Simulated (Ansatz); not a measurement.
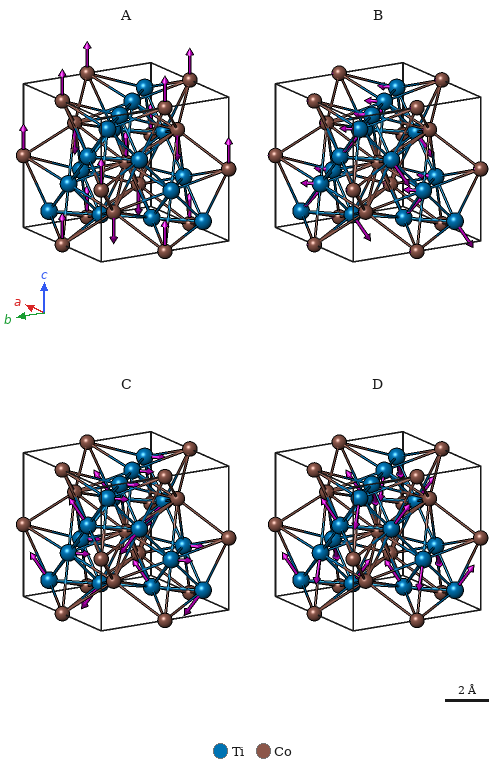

Four optical modes of solid Ti$_{2}$Co at the zone centre, in no order (one member of each degenerate set). The purple arrows give the relative displacements of the atoms. Style: ball-and-stick. Shown: the conventional cell (4 times the calculation's cell), from a free direction. Lengths and directions refer to the drawn axes.

Computed with Ansatz, DFT PBEsol, scalar-relativistic, plane waves, PAW. Set-up: plane-wave cutoff 420 eV; k-point mesh 12 × 12 × 12; occupations gaussian; smearing width 0.15 eV; collinear spin.

**Rank the modes by frequency, softest first.**

C (142i cm⁻¹), D (109i cm⁻¹), A (119 cm⁻¹), B (265 cm⁻¹). C, T₂u: The Co atoms stay at rest; atoms of one kind move against one another, with no net shift of their sublattice. D, E_u: The Co atoms stay at rest; atoms of one kind move against one another, with no net shift of their sublattice. A, T₂g: The Ti atoms stay at rest; all motion is along c; atoms of one kind move against one another, with no net shift of their sublattice. B, T₁u: The kinetic energy is shared as Ti 99 %, Co 1 %. The crystal is metallic in this run.
